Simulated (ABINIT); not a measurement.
**SiC: dielectric calculation (part 3 of 3)**

SiC (P6₃mc, 4 atoms in the cell); Kohn-Sham DFT of a periodic cell, PBEsol, JTH PAW PBE v2.0, no spin polarisation (ABINIT 10.8.3); cutoff 408.17 eV, 8×8×4 k-mesh, fixed occupations. The structure derives from an entry of the Crystallography Open Database.

Geometry of the input (Å; fractional positions):
```
3.0760  0.0000  0.0000
-1.5380  2.6639  0.0000
0.0000  0.0000  5.0480
Si 0.6667  0.3333  0.5000
Si 0.3333  0.6667  0.0000
C  0.6667  0.3333  0.8850
C  0.3333  0.6667  0.3850
```

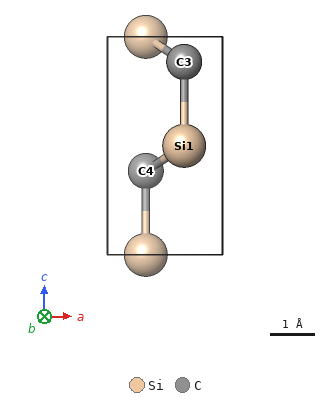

*The structure as given in the input (ball-and-stick view of the cell of the calculation, along the b axis; atoms are numbered from 1 in the order of the input).*

Log, continued
```
 At SCF step   27   max residual=  1.00E-18 < tolwfr=  1.00E-18 =>converged.
================================================================================

 ----iterations are completed or convergence reached----

 Mean square residual over all n,k,spin=   59.711E-20; max=  99.960E-20
 dfpt_looppert : ek2=    1.3882679193E+01
          f-sum rule ratio=    9.9957343671E-01
 Expectation of eigenvalue derivatives (hartree) for nkpt= 128  k points:
  (in case of degenerate eigenvalues, averaged derivative)
 kpt#   1, nband=  8, wtk=  0.00781, kpt=  0.0000  0.0000  0.1250 (reduced coord)
   0.04487   -0.16849    0.24285    0.02482    0.02482   -0.25555   -0.03321   -0.03321
 prteigrs : prtvol=0 or 1, do not print more k-points.

 2DEtotal=   -0.6626572676E+01 Ha. Also 2DEtotal=   -0.180318228571E+03 eV
    (  non-var. 2DEtotal :   -6.6265726752E+00 Ha)
================================================================================

 ---- first-order wavefunction calculations are completed ----

 respfn : d/dk was computed, but no 2DTE, so no DDB output.

================================================================================
== DATASET  3 ==================================================================

--- !DatasetInfo
iteration_state: {dtset: 3, }
dimensions: {natom: 4, nkpt: 128, mband: 8, nsppol: 1, nspinor: 1, nspden: 1, mpw: 784, }
cutoff_energies: {ecut:  15.0, pawecutdg:  30.0, }
electrons: {nelect:   1.60000000E+01, charge:   0.00000000E+00, occopt:   1.00000000E+00, tsmear:   1.00000000E-02, }
meta: {optdriver: 1, rfelfd: 3, }
...

 mkfilename : getwfk/=0, take file _WFK from output of DATASET   1.

 mkfilename : getddk/=0, take file _1WF from output of DATASET   2.

 Real(R)+Recip(G) space primitive vectors, cartesian coordinates (Bohr,Bohr^-1):
 R(1)=  5.8127976  0.0000000  0.0000000  G(1)=  0.1720342  0.0993240  0.0000000
 R(2)= -2.9063988  5.0340304  0.0000000  G(2)=  0.0000000  0.1986480  0.0000000
 R(3)=  0.0000000  0.0000000  9.5393375  G(3)=  0.0000000  0.0000000  0.1048291
 Unit cell volume ucvol=  2.7913818E+02 bohr^3
 Angles (23,13,12)=  9.00000000E+01  9.00000000E+01  1.20000000E+02 degrees
 setup1 : take into account q-point for computing boxcut.

 Coarse grid specifications (used for wave-functions):

 getcut: wavevector=  0.0000  0.0000  0.0000  ngfft=  24  24  36
         ecut(hartree)=     15.000   => boxcut(ratio)=   2.16458

 Fine grid specifications (used for densities):

 getcut: wavevector=  0.0000  0.0000  0.0000  ngfft=  30  30  48
         ecut(hartree)=     30.000   => boxcut(ratio)=   2.04079
--------------------------------------------------------------------------------

-open ddk wf file :runo_DS2_1WF13
-open ddk wf file :runo_DS2_1WF14
-open ddk wf file :runo_DS2_1WF15

 ==>  initialize data related to q vector <==

 The list of irreducible perturbations for this q vector is:
    1)    idir= 1    ipert=   6
    2)    idir= 3    ipert=   6

================================================================================

 The perturbation idir=   2  ipert=   6 is
 symmetric of a previously calculated perturbation.
 So, its SCF calculation is not needed.

--------------------------------------------------------------------------------
 Perturbation wavevector (in red.coord.)   0.000000  0.000000  0.000000
 Perturbation : homogeneous electric field along direction   1
 The set of symmetries contains only one element for this perturbation.
 symkpt : not enough symmetry to change the number of k points.

--------------------------------------------------------------------------------

--------------------------------------------------------------------------------

 Initialisation of the first-order wave-functions :
  ireadwf=   0

--- !BeginCycle
iteration_state: {dtset: 3, }
solver: {iscf: 7, nstep: 80, nline: 4, wfoptalg: 10, }
tolerances: {tolvrs: 1.00E-10, }
...

     iter   2DEtotal(Ha)        deltaE(Ha) residm    vres2
-ETOT  1  -205.92717128709     -2.059E+02 1.724E+00 9.383E+03
 ETOT  2  -209.95609164174     -4.029E+00 1.966E-03 5.086E+02
 ETOT  3  -210.15858070777     -2.025E-01 1.509E-04 6.111E+00
 ETOT  4  -210.16331545175     -4.735E-03 1.072E-04 2.750E-01
 ETOT  5  -210.16381967501     -5.042E-04 8.142E-06 6.051E-02
 ETOT  6  -210.16389928318     -7.961E-05 2.170E-06 3.182E-03
 ETOT  7  -210.16391396797     -1.468E-05 8.457E-07 9.441E-04
 ETOT  8  -210.16391738349     -3.416E-06 2.542E-07 1.704E-04
 ETOT  9  -210.16391824409     -8.606E-07 7.392E-08 1.480E-05
 ETOT 10  -210.16391845641     -2.123E-07 2.821E-08 8.574E-06
 ETOT 11  -210.16391851854     -6.213E-08 9.744E-09 6.693E-08
 ETOT 12  -210.16391853438     -1.584E-08 3.208E-09 1.979E-06
 ETOT 13  -210.16391853996     -5.575E-09 1.288E-09 3.275E-07
 ETOT 14  -210.16391854137     -1.412E-09 3.818E-10 4.269E-07
 ETOT 15  -210.16391854186     -4.890E-10 1.658E-10 3.884E-07
 ETOT 16  -210.16391854203     -1.700E-10 4.778E-11 2.237E-07
 ETOT 17  -210.16391854213     -9.959E-11 2.048E-11 1.217E-08
 ETOT 18  -210.16391854214     -1.225E-11 5.793E-12 1.805E-08
 ETOT 19  -210.16391854215     -9.010E-12 2.346E-12 3.556E-09
 ETOT 20  -210.16391854215     -3.666E-12 6.306E-13 1.142E-09
 ETOT 21  -210.16391854215      3.695E-13 2.841E-13 1.233E-09
 ETOT 22  -210.16391854215     -1.648E-12 5.761E-14 4.335E-10
 ETOT 23  -210.16391854215      7.958E-13 2.925E-14 6.702E-13

 At SCF step   23       vres2   =  6.70E-13 < tolvrs=  1.00E-10 =>converged.
-open ddk wf file :runo_DS2_1WF13
-open ddk wf file :runo_DS2_1WF14
-open ddk wf file :runo_DS2_1WF15
================================================================================

 ----iterations are completed or convergence reached----

 Mean square residual over all n,k,spin=   52.219E-17; max=  29.249E-15

 2DEtotal=   -0.2101639185E+03 Ha. Also 2DEtotal=   -0.571885156242E+04 eV
    (  non-var. 2DEtotal :   -2.1016391844E+02 Ha)

--------------------------------------------------------------------------------
 Perturbation wavevector (in red.coord.)   0.000000  0.000000  0.000000
 Perturbation : homogeneous electric field along direction   3
 The set of symmetries contains only one element for this perturbation.
 symkpt : not enough symmetry to change the number of k points.

--------------------------------------------------------------------------------

--------------------------------------------------------------------------------

 Initialisation of the first-order wave-functions :
  ireadwf=   0

--- !BeginCycle
iteration_state: {dtset: 3, }
solver: {iscf: 7, nstep: 80, nline: 4, wfoptalg: 10, }
tolerances: {tolvrs: 1.00E-10, }
...

     iter   2DEtotal(Ha)        deltaE(Ha) residm    vres2
-ETOT  1  -63.170195998174     -6.317E+01 3.777E-01 2.201E+03
 ETOT  2  -64.142844230371     -9.726E-01 4.081E-04 1.227E+02
 ETOT  3  -64.192277646453     -4.943E-02 3.714E-05 2.507E+00
 ETOT  4  -64.193999317748     -1.722E-03 2.193E-05 2.361E-01
 ETOT  5  -64.194232197044     -2.329E-04 4.557E-06 1.073E-02
 ETOT  6  -64.194256287170     -2.409E-05 7.238E-07 5.522E-03
 ETOT  7  -64.194265727778     -9.441E-06 1.262E-07 1.888E-04
 ETOT  8  -64.194267089515     -1.362E-06 6.544E-08 1.034E-05
 ETOT  9  -64.194267363042     -2.735E-07 8.957E-09 1.576E-05
 ETOT 10  -64.194267446047     -8.301E-08 4.701E-09 3.170E-07
 ETOT 11  -64.194267463601     -1.755E-08 8.679E-10 7.837E-07
 ETOT 12  -64.194267468687     -5.085E-09 3.201E-10 3.841E-07
 ETOT 13  -64.194267470414     -1.727E-09 1.261E-10 3.364E-09
 ETOT 14  -64.194267470787     -3.725E-10 3.020E-11 2.427E-08
 ETOT 15  -64.194267470920     -1.334E-10 2.365E-11 4.367E-09
 ETOT 16  -64.194267470950     -2.969E-11 4.148E-12 5.750E-09
 ETOT 17  -64.194267470963     -1.357E-11 4.232E-12 1.443E-09
 ETOT 18  -64.194267470967     -3.382E-12 7.084E-13 1.076E-09
 ETOT 19  -64.194267470968     -1.478E-12 7.933E-13 3.516E-10
 ETOT 20  -64.194267470968      5.684E-14 1.128E-13 2.390E-10
 ETOT 21  -64.194267470968      0.000E+00 1.386E-13 9.766E-11

 At SCF step   21       vres2   =  9.77E-11 < tolvrs=  1.00E-10 =>converged.
-open ddk wf file :runo_DS2_1WF15
-open ddk wf file :runo_DS2_1WF14
-open ddk wf file :runo_DS2_1WF13
================================================================================

 ----iterations are completed or convergence reached----

 Mean square residual over all n,k,spin=   14.047E-16; max=  13.864E-14

 2DEtotal=   -0.6419426747E+02 Ha. Also 2DEtotal=   -0.174681500693E+04 eV
    (  non-var. 2DEtotal :   -6.4194267467E+01 Ha)
================================================================================

 ---- first-order wavefunction calculations are completed ----

 ==> Compute Derivative Database <==
 The violation of the charge neutrality conditions
 by the effective charges is as follows :
    atom        electric field
 displacement     direction
       1               1       -0.035813        0.000000
       1               2       -0.000000        0.000000
       1               3        0.000000        0.000000
       2               1       -0.000000        0.000000
       2               2       -0.035813        0.000000
       2               3        0.000000        0.000000
       3               1        0.000000        0.000000
       3               2        0.000000        0.000000
       3               3       -0.021341        0.000000

 Effective charge tensors after
 imposition of the charge neutrality (if requested by user),
 and eventual restriction to some part :
   atom    displacement
         1         1    2.667689E+00   -2.544464E-11    1.090164E-11
         1         2   -2.390337E-11    2.667689E+00    1.006125E-11
         1         3    3.931639E-11    1.718099E-12    2.914677E+00
         2         1    2.667689E+00    1.153760E-11    1.637084E-12
         2         2    2.119974E-11    2.667689E+00    1.755296E-11
         2         3   -2.057522E-11    3.143444E-11    2.914677E+00
         3         1   -2.667689E+00    6.563456E-12   -4.491408E-12
         3         2    1.165037E-12   -2.667689E+00   -1.189547E-11
         3         3   -8.777787E-12   -1.362664E-11   -2.914677E+00
         4         1   -2.667689E+00    7.343585E-12   -8.047311E-12
         4         2    1.538593E-12   -2.667689E+00   -1.571874E-11
         4         3   -9.963387E-12   -1.952590E-11   -2.914677E+00
 Now, the imaginary part of the dynamical matrix is zeroed

  Dielectric tensor, in cartesian coordinates,
     j1       j2             matrix element
  dir pert dir pert     real part    imaginary part

   1    6   1    6         7.0732436194        -0.0000000000

   2    6   2    6         7.0732436196        -0.0000000000

   3    6   3    6         7.6613700432        -0.0000000000

  Effective charges, in cartesian coordinates,
  (from electric field response)
   if specified in the inputs, charge neutrality has been imposed
     j1       j2             matrix element
  dir pert dir pert     real part    imaginary part

   1    1   1    6         2.6676888981         0.0000000000
   1    2   1    6         2.6676888981         0.0000000000
   1    3   1    6        -2.6676888981         0.0000000000
   1    4   1    6        -2.6676888981         0.0000000000

   2    1   2    6         2.6676888981         0.0000000000
   2    2   2    6         2.6676888981         0.0000000000
   2    3   2    6        -2.6676888981         0.0000000000
   2    4   2    6        -2.6676888981         0.0000000000

   3    1   3    6         2.9146771932         0.0000000000
   3    2   3    6         2.9146771932         0.0000000000
   3    3   3    6        -2.9146771932         0.0000000000
   3    4   3    6        -2.9146771932         0.0000000000

  Warning: The rigid-atom proper piezoelectric tensor
  from  electric field response requires nsym=1

== END DATASET(S) ==============================================================
================================================================================

 -outvars: echo values of variables after computation  --------
            acell      5.8127975633E+00  5.8127975633E+00  9.5393374836E+00 Bohr
           etotal1    -1.9455015068E+01
           etotal2    -6.6265726759E+00
           etotal3    -6.4194267471E+01
            fcart1    -9.2645415356E-29 -5.3488855494E-29  1.4460415860E-02
                       9.2645415356E-29  5.3488855494E-29  1.4460415860E-02
                      -3.7058166142E-28 -2.1395542198E-28 -1.4460415860E-02
                       3.7058166142E-28  2.1395542198E-28 -1.4460415860E-02
            fcart3     0.0000000000E+00  0.0000000000E+00  0.0000000000E+00
                       0.0000000000E+00  0.0000000000E+00  0.0000000000E+00
                       0.0000000000E+00  0.0000000000E+00  0.0000000000E+00
                       0.0000000000E+00  0.0000000000E+00  0.0000000000E+00
            rprim      1.0000000000E+00  0.0000000000E+00  0.0000000000E+00
                      -5.0000000000E-01  8.6602540380E-01  0.0000000000E+00
                       0.0000000000E+00  0.0000000000E+00  1.0000000000E+00
           strten1    -2.9317934703E-05 -2.9317934836E-05  1.3256159274E-04
                       0.0000000000E+00  0.0000000000E+00  0.0000000000E+00
           strten3     0.0000000000E+00  0.0000000000E+00  0.0000000000E+00
                       0.0000000000E+00  0.0000000000E+00  0.0000000000E+00
           xangst      1.5380000000E+00  8.8796471403E-01  2.5240000000E+00
                      -1.7750452179E-17  1.7759294281E+00  0.0000000000E+00
                       1.5380000000E+00  8.8796471403E-01  4.4674800000E+00
                      -1.7750452179E-17  1.7759294281E+00  1.9434800000E+00
             xred      6.6666666667E-01  3.3333333333E-01  5.0000000000E-01
                       3.3333333333E-01  6.6666666667E-01  0.0000000000E+00
                       6.6666666667E-01  3.3333333333E-01  8.8500000000E-01
                       3.3333333333E-01  6.6666666667E-01  3.8500000000E-01
 Calculation completed.
```

File anaddb.abo
```
.Version 10.8.3 of ANADDB
================================================================================

 -outvars_anaddb: echo values of input variables ----------------------

 Flags :
     dieflag         2
 Miscellaneous information :
         asr         1

================================================================================

 read the DDB information and perform some checks

  ==== Info on the Cryst% object ====
 Real(R)+Recip(G) space primitive vectors, cartesian coordinates (Bohr,Bohr^-1):
 R(1)=  5.8127976  0.0000000  0.0000000  G(1)=  0.1720342  0.0993240  0.0000000
 R(2)= -2.9063988  5.0340304  0.0000000  G(2)=  0.0000000  0.1986480  0.0000000
 R(3)=  0.0000000  0.0000000  9.5393375  G(3)=  0.0000000  0.0000000  0.1048291
 Unit cell volume ucvol=  2.7913818E+02 bohr^3
 Angles (23,13,12)=  9.00000000E+01  9.00000000E+01  1.20000000E+02 degrees
 Time-reversal symmetry is present
 Reduced atomic positions [iatom, xred, symbol]:
    1)    0.6666667  0.3333333  0.5000000  Si
    2)    0.3333333  0.6666667  0.0000000  Si
    3)    0.6666667  0.3333333  0.8850000   C
    4)    0.3333333  0.6666667  0.3850000   C

 DDB file with 3 blocks has been read.

================================================================================

 Dielectric Tensor and Effective Charges

 anaddb : Zero the imaginary part of the Dynamical Matrix at Gamma,
   and impose the ASR on the effective charges

 The violation of the charge neutrality conditions
 by the effective charges is as follows :
    atom        electric field
 displacement     direction
       1               1       -0.035813        0.000000
       1               2        0.000000        0.000000
       1               3        0.000000        0.000000
       2               1       -0.000000        0.000000
       2               2       -0.035813        0.000000
       2               3       -0.000000        0.000000
       3               1        0.000000        0.000000
       3               2        0.000000        0.000000
       3               3       -0.021341        0.000000

 Effective charge tensors after
 imposition of the charge neutrality (if requested by user),
 and eventual restriction to some part :
   atom    displacement
         1         1    2.667689E+00    0.000000E+00   -3.912031E-28
         1         2    9.278428E-17    2.667689E+00   -1.129306E-27
         1         3    1.730024E-28   -5.484141E-28    2.914677E+00
         2         1    2.667689E+00    0.000000E+00    7.340553E-28
         2         2   -1.292603E-16    2.667689E+00    9.821157E-28
         2         3    6.854812E-29    7.180267E-28    2.914677E+00
         3         1   -2.667689E+00    0.000000E+00   -9.230635E-29
         3         2   -2.136758E-17   -2.667689E+00    5.836863E-29
         3         3    3.264196E-30   -1.639589E-28   -2.914677E+00
         4         1   -2.667689E+00    0.000000E+00   -2.505458E-28
         4         2    5.784364E-17   -2.667689E+00    8.882183E-29
         4         3   -2.448147E-28   -5.653754E-30   -2.914677E+00
 Now, the imaginary part of the dynamical matrix is zeroed

================================================================================

 anaddb : the run completed successfully.
```

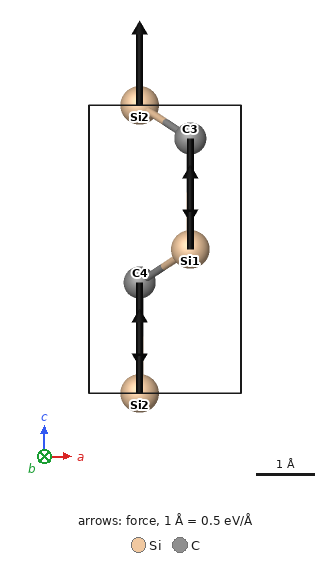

*Forces on the atoms as black arrows (ball-and-stick view of the cell of the calculation, along the b axis; atoms are numbered from 1 in the order of the input).*

The largest act on Si1, Si2 (0.74 eV/Å); C3, C4 (0.74 eV/Å). The geometry is not a stationary point of this energy.

Key numbers

- outcome: converged
- space group (tolerance 0.01 Å): P6₃mc (186)
- electrons treated: 16
- free energy: −529.3979 eV
- Fermi energy: 7.665 eV
- pressure: −0.72 GPa
- largest force (length of the vector): 0.744 eV/Å
- ε∞ (xx, yy, zz): 7.07, 7.07, 7.66
- Born charges (mean of the diagonal): Si1, Si2 (2.75 e); C3, C4 (−2.75 e)
- hardware: 1 thread of Arm Neoverse V2, 24 GiB of memory available, shared host
- wall time: 4.8 min
- peak memory: 0.28 GiB
